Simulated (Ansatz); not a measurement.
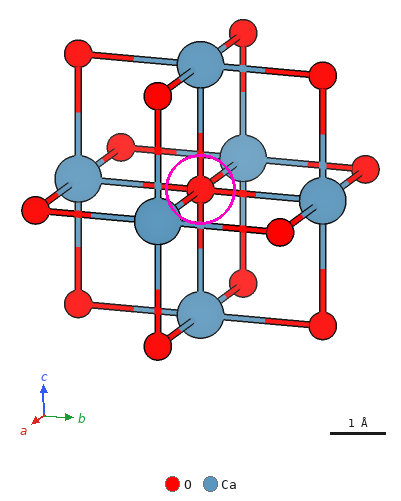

Perfect CaO. The picture is a ball-and-stick view of the atoms within 3.8 Å of one point, seen slightly off an axis.

These are results of Ansatz, DFT, PBEsol, PAW, plane waves, not measurements. (plane-wave cutoff 420 eV; k-point mesh 1 × 1 × 1; mesh shifted by (0.25, 0.25, 0.25); collinear spin) Fermi-Dirac smearing of 0.01 eV. A uniform background neutralises the charged cell. The axes drawn are those of the host's conventional cell.

An oxygen atom is replaced by calcium at the ringed place, in charge state +1. The supercell has 64 sites, and the atoms are relaxed at the host's cell.

### Predict the relaxed surroundings of the defect.

In the host the O atom has 6 Ca at 2.38 Å; the Ca atom ends with 3 O at 2.13 Å, 4 Ca at 2.48 to 2.54 Å. Of the host's atoms, a calcium atom moves furthest from its site, by 0.46 Å. The Ca atom itself moves 1.96 Å from where it was put. The cell's net moment is 1.00 μB.

The relaxed defect, seen from the same direction:

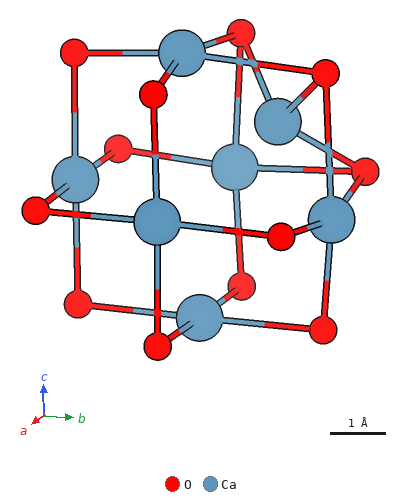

Limits of the set-up: the cell is charged, on a uniform background, and energies carry no finite-size correction.
